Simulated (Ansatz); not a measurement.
## Run report: La$_{5}$O, geometry relaxation (part 1 of 3)

The run: geometry relaxation of La$_{5}$O (P-62m, 6 atoms in the cell). Method and program: DFT PBE, scalar-relativistic, plane waves, PAW, no spin polarisation (Ansatz 0.2.0).

The structure was made by a generator, so it may or may not be a known phase. Figures and captions count atoms from 1; the log counts them from 0 in places.

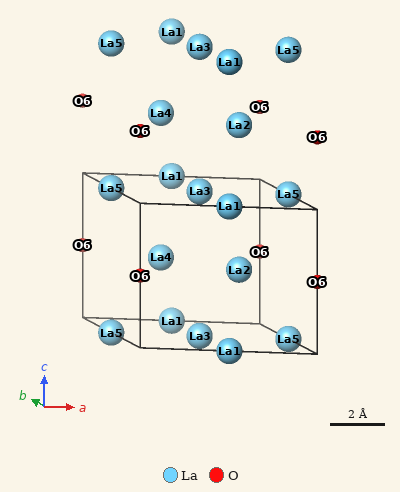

*The structure as given in the input (ball-and-stick view of the cell of the calculation, repeated 1 × 1 × 2, seen slightly off an axis; atoms are numbered from 1 in the order of the input). An atom can appear more than once, as a periodic image.*

**Key numbers**

| quantity | value |
| --- | --- |
| outcome | converged |
| space group (tolerance 0.01 Å) | P-62m (189) |
| electrons treated | 61 |
| free energy | −31817.8554 eV |
| Fermi energy | 11.515 eV |
| gap on the k-point mesh | none (metallic) |
| pressure | 0.02 GPa |
| final volume | 183.69 Å³ |
| largest force (length of the vector) at the end | under 0.001 eV/Å |
| final cell | a = 7.797 Å, b = 7.797 Å, c = 3.489 Å, α = 90.00°, β = 90.00°, γ = 120.00° |
| hardware | 1 thread of Intel Xeon @ 2.50GHz (Skylake/Cascade Lake), 189 GiB of memory available, shared host |
| wall time | 29 min |
| peak memory | 0.59 GiB |

The cell holds an odd number of electrons but the run has no spin polarisation, so a band is left half filled.

**Input file**
```yaml
crystal:
  lattice:
    - [6.77234675, 0.0, 0.0]
    - [-3.38617338, 5.86502433, 0.0]
    - [0.0, 0.0, 5.5039608]
  atoms:
    - { symbol: La, position: [0.50314742, 0.0, 0.0] }
    - { symbol: La, position: [0.66666667, 0.33333333, 0.5] }
    - { symbol: La, position: [0.49685258, 0.49685258, 0.0] }
    - { symbol: La, position: [0.33333333, 0.66666667, 0.5] }
    - { symbol: La, position: [0.0, 0.50314742, 0.0] }
    - { symbol: O, position: [0.0, 0.0, 0.5] }
basis:
  ecutwfc: 420
kpoints:
  mp_grid: { grid: [6, 6, 8] }
hamiltonian:
  xc: pbe
scf:
  occupations: { method: gaussian, width: 0.1 }
output:
  forces: true
  stress: true
  eigenvalues: true
  write_density: true
  write_potential: true
  elf: true
  volumetric_format: npy
relax:
  adjacent_minimum: "off"
  f_tol: 0.01
  max_steps: 80
  cell: { stress_tol: 0.05 }
```

Launched with:
```bash
ansatz run input.yaml --threads 1 --pin off --max-ram 2560MiB --backend cpu --events-out ev --progress --plain --runs-dir out
```

**Log**
```
Engine: ansatz 0.2.0, x86_64-unknown-linux-gnu
Pseudopotentials: kind: paw
Pseudopotential: La, paw, valence charge 11, recommended cutoff 420 eV (normal), La.paw.azcp
Pseudopotential: O, paw, valence charge 6, recommended cutoff 420 eV (normal), O.paw.azcp
Functional definition: PBE
  parameter kappa = 0.804
  parameter beta = 0.06672455060314922
  exchange = pbe_x(kappa = kappa, mu = beta*pi^2/3)
  correlation = pbe_c(beta = beta)
Crystal: 6 atoms, lattice volume = 218.617 Å³
Basis set: ecut = 420 eV, 4327 PW (Γ), exchange–correlation on 96×96×80 points (8 copies of the dense FFT grid, shifted against one another)
Bands: 37, of which v1, the nominal top of the filled ones, is band 31 counted from 1 (30 counted from 0)
Symmetry: 12 space group operations
Space group: P-62m (ITA 189), of the structure as read, at distance tolerance 6.0e-5 Å
k-points: 35 of 288 (time reversal used)
Non-local potential: La, projectors of the file, l = 0: 3, l = 1: 2, l = 2: 2, l = 3: 3
Non-local potential: O, projectors of the file, l = 0: 2, l = 1: 2, l = 2: 1
PAW form: soft (Blöchl's): semilocal exchange-correlation on the pseudo side does not see the compensation charge
PAW one-centre angular grid: La, 590 points (default); XC on 64 Gauss nodes
PAW one-centre angular grid: O, 110 points (default); XC on 64 Gauss nodes
Initial density: superposition of atomic densities (neutral atoms: chi_scale 0, normalization atom), corrected by the library's trained network
Initial wavefunctions: pseudopotential atomic-orbital guess
Functional: x = pbe(κ = 0.804, μ = 0.2195149727645171), c = pbe(β = 0.06672455060314922)
SCF iter   1: F=—  HF=-31810.922411 eV  |F-HF|=—  |Δ(HF+E_count)|=         —  Δρ=1.73e-2  dr2=1.18e0  ethr=1.77e-3  ⟨swp⟩=4.9  Hψ=5995  notcnv=0
preconditioner: auto → LDOS  [metal: Δε(μ)=0.027 eV  Ē_g=11.210 eV  σ=0.100 eV  W_gap=0.15  n_scr=44 (ndim 8)  ℏωp=17.9 eV  f_vac=0.016  D(μ)=12.91/eV (n_scr^D=136)  β→1.0]
SCF iter   2: F=—  HF=-31810.854922 eV  |F-HF|=—  |Δ(HF+E_count)|=   6.75e-2  Δρ=1.18e-2  dr2=4.38e-1  ethr=1.77e-3  ⟨swp⟩=2.5  Hψ=2106  notcnv=0
SCF iter   3: F=—  HF=-31810.839156 eV  |F-HF|=—  |Δ(HF+E_count)|=   1.58e-2  Δρ=1.54e-3  dr2=1.14e-2  ethr=7.18e-4  ⟨swp⟩=2.1  Hψ=1804  notcnv=0
SCF iter   4: F=—  HF=-31810.839475 eV  |F-HF|=—  |Δ(HF+E_count)|=   3.19e-4  Δρ=5.06e-4  dr2=1.01e-3  ethr=1.87e-5  ⟨swp⟩=2.0  Hψ=1528  notcnv=0
SCF iter   5: F=—  HF=-31810.839451 eV  |F-HF|=—  |Δ(HF+E_count)|=   2.43e-5  Δρ=2.97e-4  dr2=3.20e-4  ethr=1.66e-6  ⟨swp⟩=2.3  Hψ=2071  notcnv=0
SCF iter   6: F=—  HF=-31810.839438 eV  |F-HF|=—  |Δ(HF+E_count)|=   1.30e-5  Δρ=4.62e-5  dr2=9.06e-6  ethr=5.24e-7  ⟨swp⟩=1.8  Hψ=1418  notcnv=0
SCF iter   7: F=—  HF=-31810.839383 eV  |F-HF|=—  |Δ(HF+E_count)|=   5.52e-5  Δρ=2.78e-5  dr2=2.37e-6  ethr=1.49e-8  ⟨swp⟩=2.2  Hψ=1894  notcnv=0
SCF iter   8: F=—  HF=-31810.839383 eV  |F-HF|=—  |Δ(HF+E_count)|=   1.52e-8  Δρ=9.48e-6  dr2=3.47e-7  ethr=3.88e-9  ⟨swp⟩=1.6  Hψ=1349  notcnv=0
SCF iter   9: F=-31810.839383 eV  HF=-31810.839383 eV  |F-HF|=6.95e-9  |Δ(HF+E_count)|=   9.52e-9  Δρ=1.50e-6  dr2=8.62e-9  ethr=1.64e-10  ⟨swp⟩=14.9  Hψ=10168  notcnv=0
SCF 1 converged in 9 iterations: F = -31810.839383 eV  dr2 = 8.62e-9
  greatest PAW one-centre occupation: 0.972 electrons in one spin orbital (limit 2), on the La atom at site 3 (counted from 0), in its partial waves of l = 0
relax step   1: F+E_penalty+E_count = -31810.83938274 eV  Δ(F+E_penalty+E_count) = +0.000e0 eV  max|allowed force component| = 5.865e-2 eV/Å  Δτ_max = 0.0000 Å  P = -0.687 GPa  Ω = 218.617 Å³  (9 SCF iters, dr2 threshold 1.00e-7 eV, accepted)
Crystal: 6 atoms, lattice volume = 211.968 Å³
Basis set: ecut = 420 eV, 4135 PW (Γ), exchange–correlation on 96×96×80 points (8 copies of the dense FFT grid, shifted against one another)
Initial density: handed on by an earlier stage of this run
Initial wavefunctions: those handed on with the density
SCF iter   1: F=—  HF=-31811.250330 eV  |F-HF|=—  |Δ(HF+E_count)|=         —  Δρ=1.99e-2  dr2=2.12e0  ethr=3.10e-3  ⟨swp⟩=13.1  Hψ=7387  notcnv=0
preconditioner: auto → Kerker (q_TF=auto, 2.217 Å⁻¹)  [metal: Δε(μ)=0.018 eV  Ē_g=11.170 eV  σ=0.100 eV  W_gap=0.10  n_scr=46 (ndim 8)  ℏωp=18.2 eV  f_vac=0.002  D(μ)=10.50/eV (n_scr^D=94)]
SCF iter   2: F=—  HF=-31811.112771 eV  |F-HF|=—  |Δ(HF+E_count)|=   1.38e-1  Δρ=7.94e-3  dr2=3.41e-1  ethr=3.10e-3  ⟨swp⟩=2.9  Hψ=1793  notcnv=0  defer=2
SCF iter   3: F=—  HF=-31811.091915 eV  |F-HF|=—  |Δ(HF+E_count)|=   2.09e-2  Δρ=1.04e-3  dr2=5.20e-3  ethr=5.59e-4  ⟨swp⟩=2.2  Hψ=1636  notcnv=0  defer=2
SCF iter   4: F=—  HF=-31811.092828 eV  |F-HF|=—  |Δ(HF+E_count)|=   9.13e-4  Δρ=6.36e-4  dr2=1.45e-3  ethr=8.52e-6  ⟨swp⟩=3.1  Hψ=2633  notcnv=0  defer=2
SCF iter   5: F=—  HF=-31811.092771 eV  |F-HF|=—  |Δ(HF+E_count)|=   5.64e-5  Δρ=2.39e-4  dr2=3.94e-4  ethr=2.37e-6  ⟨swp⟩=2.0  Hψ=1629  notcnv=0  defer=2
SCF iter   6: F=—  HF=-31811.092703 eV  |F-HF|=—  |Δ(HF+E_count)|=   6.88e-5  Δρ=8.81e-5  dr2=4.26e-5  ethr=6.47e-7  ⟨swp⟩=2.0  Hψ=1608  notcnv=0  defer=2
SCF iter   7: F=—  HF=-31811.092705 eV  |F-HF|=—  |Δ(HF+E_count)|=   2.85e-6  Δρ=1.89e-5  dr2=9.28e-7  ethr=6.98e-8  ⟨swp⟩=2.0  Hψ=1617  notcnv=0  defer=2
SCF iter   8: F=-31811.092706 eV  HF=-31811.092706 eV  |F-HF|=2.46e-8  |Δ(HF+E_count)|=   3.64e-7  Δρ=6.31e-6  dr2=1.29e-7  ethr=9.84e-10  ⟨swp⟩=15.9  Hψ=13043  notcnv=0
SCF 2 converged in 8 iterations: F = -31811.092706 eV  dr2 = 1.29e-7
  greatest PAW one-centre occupation: 0.971 electrons in one spin orbital (limit 2), on the La atom at site 3 (counted from 0), in its partial waves of l = 0
relax step   2: F+E_penalty+E_count = -31811.09270583 eV  Δ(F+E_penalty+E_count) = -2.533e-1 eV  max|allowed force component| = 2.114e-1 eV/Å  Δτ_max = 0.0474 Å  P = -0.538 GPa  Ω = 211.968 Å³  energy of the carried Pulay correction = +2.453e-3 eV  (8 SCF iters, dr2 threshold 6.00e-7 eV, accepted)
[... from here on the SCF iterations and repeated set-up lines of each step are left out, up to the last step ...]
SCF 3 converged in 8 iterations: F = -31811.520674 eV  dr2 = 4.74e-7
relax step   3: F+E_penalty+E_count = -31811.52067408 eV  Δ(F+E_penalty+E_count) = -4.280e-1 eV  max|allowed force component| = 8.203e-1 eV/Å  Δτ_max = 0.1744 Å  P = -0.475 GPa  Ω = 206.029 Å³  energy of the carried Pulay correction = +4.708e-3 eV  (8 SCF iters, dr2 threshold 6.00e-7 eV, accepted)
SCF 4 converged in 8 iterations: F = -31812.249837 eV  dr2 = 2.17e-7
relax step   4: F+E_penalty+E_count = -31812.24983669 eV  Δ(F+E_penalty+E_count) = -7.292e-1 eV  max|allowed force component| = 1.570e0 eV/Å  Δτ_max = 0.1946 Å  P = -0.914 GPa  Ω = 202.678 Å³  energy of the carried Pulay correction = +6.009e-3 eV  (8 SCF iters, dr2 threshold 6.00e-7 eV, accepted)
SCF 5 converged in 7 iterations: F = -31813.236900 eV  dr2 = 3.89e-7
relax step   5: F+E_penalty+E_count = -31813.23689967 eV  Δ(F+E_penalty+E_count) = -9.871e-1 eV  max|allowed force component| = 1.629e0 eV/Å  Δτ_max = 0.1951 Å  P = -1.532 GPa  Ω = 198.929 Å³  energy of the carried Pulay correction = +7.490e-3 eV  (7 SCF iters, dr2 threshold 6.00e-7 eV, accepted)
SCF 6 converged in 9 iterations: F = -31814.125192 eV  dr2 = 4.95e-8
relax step   6: F+E_penalty+E_count = -31814.12519215 eV  Δ(F+E_penalty+E_count) = -8.883e-1 eV  max|allowed force component| = 1.254e0 eV/Å  Δτ_max = 0.1952 Å  P = -1.820 GPa  Ω = 193.413 Å³  energy of the carried Pulay correction = +9.716e-3 eV  (9 SCF iters, dr2 threshold 6.00e-7 eV, accepted)
SCF 7 converged in 8 iterations: F = -31814.846331 eV  dr2 = 2.03e-7
relax step   7: F+E_penalty+E_count = -31814.84633145 eV  Δ(F+E_penalty+E_count) = -7.211e-1 eV  max|allowed force component| = 9.956e-1 eV/Å  Δτ_max = 0.1999 Å  P = -1.311 GPa  Ω = 184.498 Å³  energy of the carried Pulay correction = +1.345e-2 eV  (8 SCF iters, dr2 threshold 6.00e-7 eV, accepted)
SCF 8 converged in 8 iterations: F = -31815.297403 eV  dr2 = 1.15e-7
relax step   8: F+E_penalty+E_count = -31815.29740252 eV  Δ(F+E_penalty+E_count) = -4.511e-1 eV  max|allowed force component| = 4.532e-1 eV/Å  Δτ_max = 0.1960 Å  P = -0.649 GPa  Ω = 178.529 Å³  energy of the carried Pulay correction = +1.604e-2 eV  (8 SCF iters, dr2 threshold 6.00e-7 eV, accepted)
SCF 9 converged in 9 iterations: F = -31815.395137 eV  dr2 = 2.84e-8
relax step   9: F+E_penalty+E_count = -31815.39513686 eV  Δ(F+E_penalty+E_count) = -9.773e-2 eV  max|allowed force component| = 6.332e-1 eV/Å  Δτ_max = 0.1951 Å  P = +0.752 GPa  Ω = 173.424 Å³  energy of the carried Pulay correction = +1.831e-2 eV  (9 SCF iters, dr2 threshold 6.00e-7 eV, accepted)
SCF 10 converged in 8 iterations: F = -31815.580449 eV  dr2 = 9.79e-8
relax step  10: F+E_penalty+E_count = -31815.58044904 eV  Δ(F+E_penalty+E_count) = -1.853e-1 eV  max|allowed force component| = 1.454e-1 eV/Å  Δτ_max = 0.0171 Å  P = +0.274 GPa  Ω = 174.959 Å³  energy of the carried Pulay correction = +1.762e-2 eV  (8 SCF iters, dr2 threshold 6.00e-7 eV, accepted)
SCF 11 converged in 8 iterations: F = -31815.806875 eV  dr2 = 2.69e-8
relax step  11: F+E_penalty+E_count = -31815.80687493 eV  Δ(F+E_penalty+E_count) = -2.264e-1 eV  max|allowed force component| = 4.480e-2 eV/Å  Δτ_max = 0.0346 Å  P = -0.011 GPa  Ω = 175.768 Å³  energy of the carried Pulay correction = +1.726e-2 eV  (8 SCF iters, dr2 threshold 6.00e-7 eV, accepted)
SCF 12 converged in 7 iterations: F = -31816.087554 eV  dr2 = 9.09e-8
relax step  12: F+E_penalty+E_count = -31816.08755420 eV  Δ(F+E_penalty+E_count) = -2.807e-1 eV  max|allowed force component| = 9.206e-3 eV/Å  Δτ_max = 0.0503 Å  P = -0.113 GPa  Ω = 174.895 Å³  energy of the carried Pulay correction = +1.765e-2 eV  (7 SCF iters, dr2 threshold 6.00e-7 eV, accepted)
SCF 13 converged in 7 iterations: F = -31816.397578 eV  dr2 = 2.54e-7
relax step  13: F+E_penalty+E_count = -31816.39757844 eV  Δ(F+E_penalty+E_count) = -3.100e-1 eV  max|allowed force component| = 5.038e-2 eV/Å  Δτ_max = 0.0434 Å  P = +0.154 GPa  Ω = 172.649 Å³  energy of the carried Pulay correction = +1.867e-2 eV  (7 SCF iters, dr2 threshold 6.00e-7 eV, accepted)
SCF 14 converged in 7 iterations: F = -31816.680549 eV  dr2 = 2.31e-7
relax step  14: F+E_penalty+E_count = -31816.68054903 eV  Δ(F+E_penalty+E_count) = -2.830e-1 eV  max|allowed force component| = 1.273e-1 eV/Å  Δτ_max = 0.0237 Å  P = +0.746 GPa  Ω = 170.292 Å³  energy of the carried Pulay correction = +1.974e-2 eV  (7 SCF iters, dr2 threshold 6.00e-7 eV, accepted)
SCF 15 converged in 8 iterations: F = -31817.000113 eV  dr2 = 5.27e-8
relax step  15: F+E_penalty+E_count = -31817.00011323 eV  Δ(F+E_penalty+E_count) = -3.196e-1 eV  max|allowed force component| = 5.288e-2 eV/Å  Δτ_max = 0.0623 Å  P = +1.348 GPa  Ω = 171.045 Å³  energy of the carried Pulay correction = +1.940e-2 eV  (8 SCF iters, dr2 threshold 6.00e-7 eV, accepted)
SCF 16 converged in 7 iterations: F = -31817.431676 eV  dr2 = 3.77e-7
relax step  16: F+E_penalty+E_count = -31817.43167606 eV  Δ(F+E_penalty+E_count) = -4.316e-1 eV  max|allowed force component| = 2.229e-1 eV/Å  Δτ_max = 0.0578 Å  P = +1.865 GPa  Ω = 172.146 Å³  energy of the carried Pulay correction = +1.889e-2 eV  (7 SCF iters, dr2 threshold 6.00e-7 eV, accepted)
SCF 17 converged in 8 iterations: F = -31817.738382 eV  dr2 = 1.80e-7
relax step  17: F+E_penalty+E_count = -31817.73838176 eV  Δ(F+E_penalty+E_count) = -3.067e-1 eV  max|allowed force component| = 1.750e-1 eV/Å  Δτ_max = 0.0030 Å  P = +1.280 GPa  Ω = 174.561 Å³  energy of the carried Pulay correction = +1.780e-2 eV  (8 SCF iters, dr2 threshold 6.00e-7 eV, accepted)
SCF 18 converged in 9 iterations: F = -31817.127603 eV  dr2 = 5.62e-8
relax step  18: F+E_penalty+E_count = -31817.12760288 eV  Δ(F+E_penalty+E_count) = +6.108e-1 eV  max|allowed force component| = 1.365e0 eV/Å  Δτ_max = 0.1955 Å  P = -3.226 GPa  Ω = 192.346 Å³  energy of the carried Pulay correction = +1.015e-2 eV  (9 SCF iters, dr2 threshold 6.00e-7 eV, rejected (line search))
SCF 19 converged in 12 iterations: F = -31817.776909 eV  dr2 = 4.06e-12
relax step  19: F+E_penalty+E_count = -31817.77690894 eV  Δ(F+E_penalty+E_count) = -3.853e-2 eV  max|allowed force component| = 4.703e-2 eV/Å  Δτ_max = 0.0150 Å  P = -0.082 GPa  Ω = 180.010 Å³  energy of the carried Pulay correction = +1.539e-2 eV  (12 SCF iters, accepted)
SCF 20 converged in 8 iterations: F = -31817.777512 eV  dr2 = 3.89e-9
relax step  20: F+E_penalty+E_count = -31817.77751229 eV  Δ(F+E_penalty+E_count) = -6.033e-4 eV  max|allowed force component| = 3.783e-3 eV/Å  Δτ_max = 0.0056 Å  P = -0.016 GPa  Ω = 180.067 Å³  energy of the carried Pulay correction = +1.536e-2 eV  (8 SCF iters, dr2 threshold 1.38e-7 eV, accepted)
SCF 21 converged in 8 iterations: F = -31817.844856 eV  dr2 = 9.54e-12
relax step  21: F+E_penalty+E_count = -31817.84485601 eV  Δ(F+E_penalty+E_count) = -6.734e-2 eV  max|allowed force component| = 2.862e-3 eV/Å  Δτ_max = 0.0000 Å  P = +0.459 GPa  Ω = 180.067 Å³  stress off target by 6.96e-1 GPa  SCF on the basis re-selected at this cell (its energy is not comparable with the rows above)  (8 SCF iters)
SCF 22 converged in 7 iterations: F = -31817.853269 eV  dr2 = 1.25e-7
```
